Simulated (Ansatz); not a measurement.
H

Input

```
crystal:
  lattice:
    - [2.6234813799, -2.5669048168, 0.0]
    - [2.6234813799, 2.5669048168, 0.0]
    - [0.0, 0.0, 4.141818]
  atoms:
    - { symbol: H, position: [0.95329563, 0.04670437, 0.06850889] }
    - { symbol: H, position: [0.45329563, 0.54670437, 0.43149111] }
    - { symbol: H, position: [0.54670437, 0.45329563, 0.56850889] }
    - { symbol: H, position: [0.04670437, 0.95329563, 0.93149111] }
basis:
  ecutwfc: 420
kpoints:
  mp_grid: { grid: [6, 6, 6] }
hamiltonian:
  xc: pbe
scf:
  occupations: { method: gaussian, width: 0.02 }
output:
  forces: true
  stress: true
  eigenvalues: true
  write_density: true
  write_potential: true
  elf: true
  volumetric_format: npy
relax:
  adjacent_minimum: "off"
  f_tol: 0.005
  max_steps: 80
  cell: { stress_tol: 0.05 }
```

Run with:

```sh
ansatz run input.yaml --threads 2 --pin off --max-ram 5120MiB --backend cpu --events-out ev --progress --plain --runs-dir out
```

Below, planes, directions and counts refer to the conventional cell (a = 5.43 Å, b = 5.13 Å, c = 4.42 Å, α = 90.00°, β = 90.00°, γ = 90.00°).

The fields are those of the relaxed geometry.

Space group Cmce; a structure from a database of computed crystals, not necessarily the ambient phase.

Method: DFT PBE, scalar-relativistic, plane waves, PAW (Ansatz 0.2.0).

> Predict the valence pseudo-density and electron localisation function between the atoms.

H–H (0.75 Å): ρ is about 1.8 e/Å³ halfway; the ELF peaks at about 1 between the atoms.

> Metal or insulator at this level of theory?

It is gapped, with a Kohn–Sham gap of 9.3 eV on the k-point mesh, an upper bound to the gap of this method.

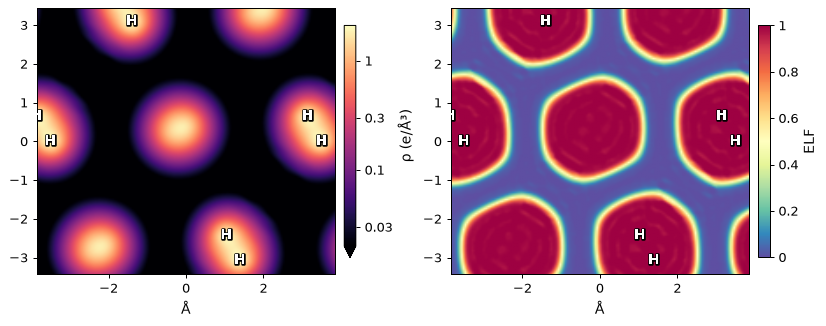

Computed valence pseudo-density and electron localisation function on the (111) plane of the conventional cell, in this order. Atoms just off the plane (H, 0.3 Å away) can leave unmarked features too.

The density is the valence pseudo-density of a PAW calculation; it isn't the true density close to the nuclei.
